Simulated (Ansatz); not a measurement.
**Geometry relaxation, with input and output: MoS2 (part 2 of 2)**

Continued. System: MoS2 (slab, 12 atoms in the cell). Method: DFT PBE+D3(BJ), scalar-relativistic, plane waves, PAW, no spin polarisation (Ansatz 0.2.0); cutoff 420 eV, 3×3×1 k-mesh, Gaussian smearing of 0.05 eV. The structure derives from an entry of the Crystallography Open Database. The input holds or restrains some coordinates. Forces given for the steps count only the free coordinates. It belongs to a series of runs on one base structure; here: clean slab, lower planes held.

Geometry of the input (Å; fractional positions):
```
6.3059  0.0000  0.0000
-3.1529  5.4611  0.0000
0.0000  0.0000  19.1272
S  0.6667  0.3333  0.4183
S  0.6667  0.8333  0.4183
S  0.1667  0.3333  0.4183
S  0.1667  0.8333  0.4183
Mo 0.3333  0.1667  0.5000
Mo 0.3333  0.6667  0.5000
Mo 0.8333  0.1667  0.5000
Mo 0.8333  0.6667  0.5000
S  0.6667  0.3333  0.5817
S  0.6667  0.8333  0.5817
S  0.1667  0.3333  0.5817
S  0.1667  0.8333  0.5817
```

Output, continued
```
--- Per-component energies (eV) ---
  E_band       = -1756.969421
  E_kinetic    = 2625.121917
  E_local      = -60994.228569  (includes V_loc(G=0)·N_el)
  E_nonlocal   = 796.571407
  E_hartree    = 29024.597570
  E_xc         = -1514.207461
  E_vxc        = -1620.164880  (∫ρ·V_xc dr)
  E_paw        = -17606.213016  (= ΣΔE_a)
  E_vpaw       = -613.476973  (= ΣTr[D̂ρ^β])
  E_aug_tail   = 0.000157  (compensation charges beyond the density's cutoff)
  E_efield     = 0.000000  (sawtooth field / dipole correction)
  E_vefield    = 0.000013  (∫n·V_field dr)
  E_ewald      = 20617.137527
  E_disp       = -3.837708  (pairwise vdW)
  E_smearing   = -0.000000  (= −TS)
  E_closure    = 0.000000  (closes the sum)
  Σ components = -27055.058177   (vs F -27055.058177, Δ=0.00e0)
--- Forces (eV/Å), atoms counted from 1 ---
  atom   1  S      0.00000000     0.00000000     0.00008363
  atom   2  S     -0.00000000     0.00000000     0.00008363
  atom   3  S      0.00000000     0.00000000     0.00008363
  atom   4  S     -0.00000000     0.00000000     0.00008363
  atom   5  Mo     0.00000000     0.00000000    -0.00027646
  atom   6  Mo    -0.00000000     0.00000000    -0.00027646
  atom   7  Mo    -0.00000000     0.00000000    -0.00027646
  atom   8  Mo    -0.00000000     0.00000000    -0.00027646
  atom   9  S      0.00000000     0.00000000     0.00018778
  atom  10  S     -0.00000000     0.00000000     0.00018778
  atom  11  S     -0.00000000     0.00000000     0.00018778
  atom  12  S     -0.00000000     0.00000000     0.00018778
  max |Σ_I F_I| component: 2.02e-5 eV/Å
--- Band table (eV) ---
  k-point 0: bands = ["-61.5003", "-61.4579", "-61.4579", "-61.4579", "-35.8224", "-35.8224", "-35.8224", "-35.6598", "-35.5767", "-35.5767", "-35.5767", "-35.5091", "-35.5091", "-35.5091", "-35.4148", "-35.4148", "-14.8391", "-13.5308", "-12.8793", "-12.8793", "-12.8793", "-12.7393", "-12.7393", "-12.7393", "-6.5172", "-6.5172", "-6.5172", "-6.3494", "-5.5392", "-5.5392", "-5.5392", "-4.7735", "-4.7735", "-4.7735", "-3.8205", "-3.8205", "-3.8205", "-3.2368", "-3.2368", "-2.5988", "-2.5988", "-2.5988", "-2.5241", "-2.1122", "-2.1122", "-1.5675", "-1.5675", "-1.5675", "-1.3097", "-1.3097", "-1.3097", "-0.7534", "1.6868", "1.6868", "1.6868", "2.1750", "2.1750", "2.1842", "2.1842", "2.1842", "2.4106", "2.4106", "3.2411", "3.2411"]
  k-point 1: bands = ["-61.4897", "-61.4685", "-61.4579", "-61.4579", "-35.7716", "-35.7716", "-35.7229", "-35.6391", "-35.5976", "-35.5767", "-35.5767", "-35.5622", "-35.5622", "-35.5192", "-35.4857", "-35.4386", "-14.4297", "-13.4739", "-13.3601", "-12.9691", "-12.9022", "-12.9022", "-12.7217", "-12.7217", "-6.0409", "-6.0409", "-5.9574", "-5.9232", "-5.6229", "-5.6229", "-4.9129", "-4.5772", "-4.5140", "-4.5140", "-4.0122", "-3.9105", "-3.9105", "-3.6229", "-3.4952", "-3.0227", "-3.0227", "-2.8161", "-2.6782", "-2.4132", "-2.4132", "-2.3372", "-1.9558", "-1.7579", "-1.6684", "-1.1450", "-1.1450", "-1.0087", "1.6096", "1.6096", "1.6195", "1.6405", "1.6857", "1.9763", "2.0159", "2.2308", "2.2308", "2.7031", "2.7031", "2.7735"]
  k-point 2: bands = ["-61.4738", "-61.4738", "-61.4738", "-61.4526", "-35.7217", "-35.6757", "-35.6533", "-35.6533", "-35.6533", "-35.6080", "-35.6080", "-35.6080", "-35.5663", "-35.4938", "-35.4938", "-35.4938", "-13.7384", "-13.7384", "-13.7384", "-13.0710", "-13.0710", "-13.0710", "-12.5969", "-12.5678", "-6.1527", "-5.6359", "-5.6359", "-5.6359", "-5.3185", "-4.7850", "-4.4816", "-4.4816", "-4.4816", "-4.3709", "-4.3709", "-4.3709", "-4.2173", "-3.8860", "-3.8860", "-3.8860", "-3.5869", "-2.8690", "-2.5999", "-2.5999", "-2.5999", "-1.7155", "-1.7155", "-1.7155", "-1.4641", "-1.4641", "-1.4641", "-0.6652", "1.1144", "1.2588", "1.2588", "1.2588", "1.8702", "1.8702", "1.8702", "2.0606", "2.0606", "2.0606", "2.3662", "2.9517"]
--- Relaxed structure (3 steps of the walk, 3 accepted, 0 SCFs on fresh bases) ---
  F+E_penalty+E_count = -27055.05817664 eV   max|allowed force component| = 2.765e-4 eV/Å
  atoms:
    - { symbol: S, position: [0.6666666666666666, 0.33333333333333337, 0.4182518324999999] }
    - { symbol: S, position: [0.6666666666666667, 0.8333333333333335, 0.4182518324999999] }
    - { symbol: S, position: [0.16666666666666666, 0.33333333333333337, 0.4182518324999999] }
    - { symbol: S, position: [0.16666666666666669, 0.8333333333333335, 0.4182518324999999] }
    - { symbol: Mo, position: [0.3333333333333335, 0.16666666666666669, 0.5002291015090274] }
    - { symbol: Mo, position: [0.3333333333333334, 0.6666666666666667, 0.5002291015090274] }
    - { symbol: Mo, position: [0.8333333333333333, 0.16666666666666669, 0.5002291015090274] }
    - { symbol: Mo, position: [0.8333333333333333, 0.6666666666666667, 0.5002291015090274] }
    - { symbol: S, position: [0.6666666666666666, 0.33333333333333337, 0.5822054597310369] }
    - { symbol: S, position: [0.6666666666666667, 0.8333333333333335, 0.5822054597310369] }
    - { symbol: S, position: [0.16666666666666666, 0.33333333333333337, 0.5822054597310369] }
    - { symbol: S, position: [0.16666666666666669, 0.8333333333333335, 0.5822054597310369] }
```

Trajectory as extended XYZ (Å, eV, eV/Å), 3 frames, from step=1 to step=3
```
12
Lattice="6.3059 0.0000 0.0000 -3.1529 5.4611 0.0000 0.0000 0.0000 19.1272" Properties=species:S:1:pos:R:3:forces:R:3 step=1 energy=-27055.05666
S     3.1529    1.8204    8.0000    0.0000   0.0000  -0.0717
S     1.5765    4.5509    8.0000    0.0000   0.0000  -0.0717
S     0.0000    1.8204    8.0000    0.0000   0.0000  -0.0717
S    -1.5765    4.5509    8.0000    0.0000   0.0000  -0.0717
Mo    1.5765    0.9102    9.5644    0.0000   0.0000  -0.0245
Mo    0.0000    3.6407    9.5644    0.0000   0.0000  -0.0245
Mo    4.7294    0.9102    9.5644    0.0000   0.0000  -0.0245
Mo    3.1529    3.6407    9.5644    0.0000   0.0000  -0.0245
S     3.1529    1.8204   11.1272    0.0000   0.0000   0.0958
S     1.5765    4.5509   11.1272    0.0000   0.0000   0.0958
S     0.0000    1.8204   11.1272    0.0000   0.0000   0.0958
S    -1.5765    4.5509   11.1272    0.0000   0.0000   0.0958
12
Lattice="6.3059 0.0000 0.0000 -3.1529 5.4611 0.0000 0.0000 0.0000 19.1272" Properties=species:S:1:pos:R:3:forces:R:3 step=2 energy=-27055.05795
S     3.1529    1.8204    8.0000    0.0000   0.0000   0.0301
S     1.5765    4.5509    8.0000    0.0000   0.0000   0.0301
S     0.0000    1.8204    8.0000    0.0000   0.0000   0.0301
S    -1.5765    4.5509    8.0000    0.0000   0.0000   0.0301
Mo    1.5765    0.9102    9.5695    0.0000   0.0000   0.0055
Mo    0.0000    3.6407    9.5695    0.0000   0.0000   0.0055
Mo    4.7294    0.9102    9.5695    0.0000   0.0000   0.0055
Mo    3.1529    3.6407    9.5695    0.0000   0.0000   0.0055
S     3.1529    1.8204   11.1395    0.0000   0.0000  -0.0357
S     1.5765    4.5509   11.1395    0.0000   0.0000  -0.0357
S     0.0000    1.8204   11.1395    0.0000   0.0000  -0.0357
S    -1.5765    4.5509   11.1395    0.0000   0.0000  -0.0357
12
Lattice="6.3059 0.0000 0.0000 -3.1529 5.4611 0.0000 0.0000 0.0000 19.1272" Properties=species:S:1:pos:R:3:forces:R:3 step=3 energy=-27055.05818
S     3.1529    1.8204    8.0000    0.0000   0.0000   0.0001
S     1.5765    4.5509    8.0000    0.0000   0.0000   0.0001
S     0.0000    1.8204    8.0000    0.0000   0.0000   0.0001
S    -1.5765    4.5509    8.0000    0.0000   0.0000   0.0001
Mo    1.5765    0.9102    9.5680    0.0000   0.0000  -0.0003
Mo    0.0000    3.6407    9.5680    0.0000   0.0000  -0.0003
Mo    4.7294    0.9102    9.5680    0.0000   0.0000  -0.0003
Mo    3.1529    3.6407    9.5680    0.0000   0.0000  -0.0003
S     3.1529    1.8204   11.1360    0.0000   0.0000   0.0002
S     1.5765    4.5509   11.1360    0.0000   0.0000   0.0002
S     0.0000    1.8204   11.1360    0.0000   0.0000   0.0002
S    -1.5765    4.5509   11.1360    0.0000   0.0000   0.0002
```

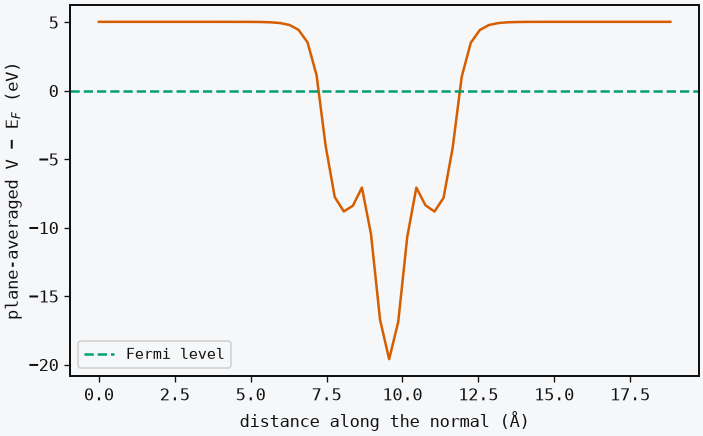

**Figure 1.** Plane average of the electrostatic potential energy of an electron across the cell, from the Fermi level. The vacuum level lies 5.03 eV above the Fermi level.

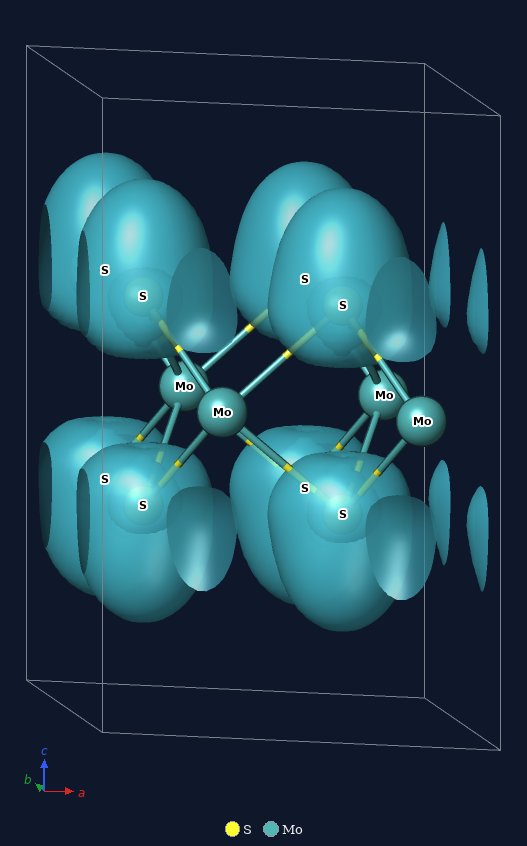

**Figure 2.** Isosurface of the electron localisation function at 0.7 (cyan), seen slightly off an axis. Only the valence region is drawn (cores and ρ < 0.01 e/Å³ removed). Sticks mark near contacts. Along the contacts the grid gives the following. Mo–S (2.40 Å): the ELF is about 0.45 at the midpoint. The fields are those of the smooth PAW valence density.

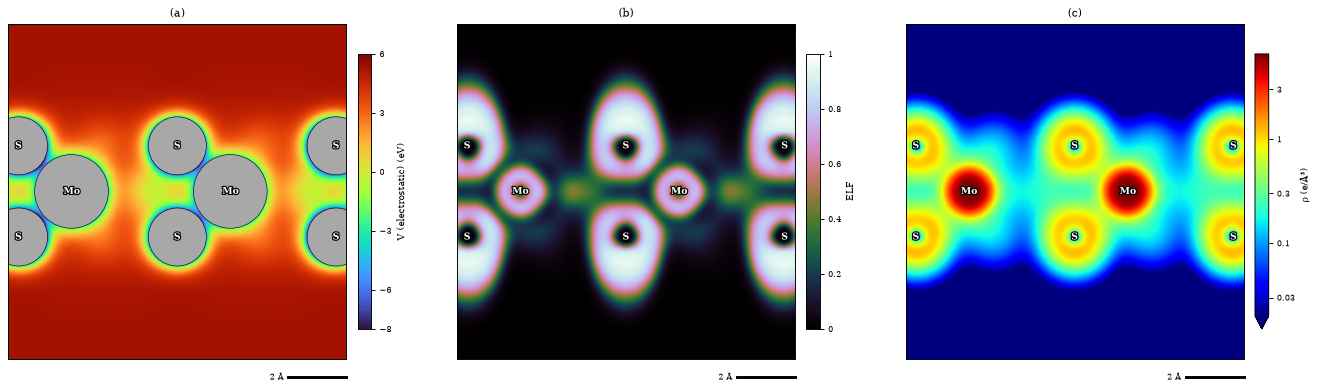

**Figure 3.** (a) electrostatic potential (local pseudopotential plus Hartree) felt by an electron; (b) ELF; (c) valence pseudo-density on the (110) plane of the calculation cell, a cut from vacuum to vacuum. Grey discs, where drawn, cover atomic cores. The section cuts through S and Mo sites. Mo–S (2.40 Å): ρ at the midpoint is about 0.61 e/Å³; the ELF is about 0.45 at the midpoint. The density dies away to nearly zero in the vacuum. The strong features right at Mo lie inside the PAW spheres (semicore, d or f shells) and say nothing about bonding.

Summary

| quantity | value |
| --- | --- |
| outcome | converged under the restraints of the input |
| electrons treated | 104 |
| free energy | −27055.0582 eV |
| work function, top face | 5.03 eV |
| work function, bottom face | 5.03 eV |
| Fermi energy | 0.225 eV |
| gap on the k-point mesh | 1.78 eV |
| final volume | 658.68 Å³ |
| work function (upper face) | 5.03 eV |
| largest force (length of the vector) at the end, held atoms and coordinates included | under 0.001 eV/Å |
| hardware | 4 threads of Intel Xeon (Granite Rapids), 64 GiB of memory available, shared host |
| wall time | 6.6 s (CPU time 23 s) |
| peak memory | 0.98 GiB |
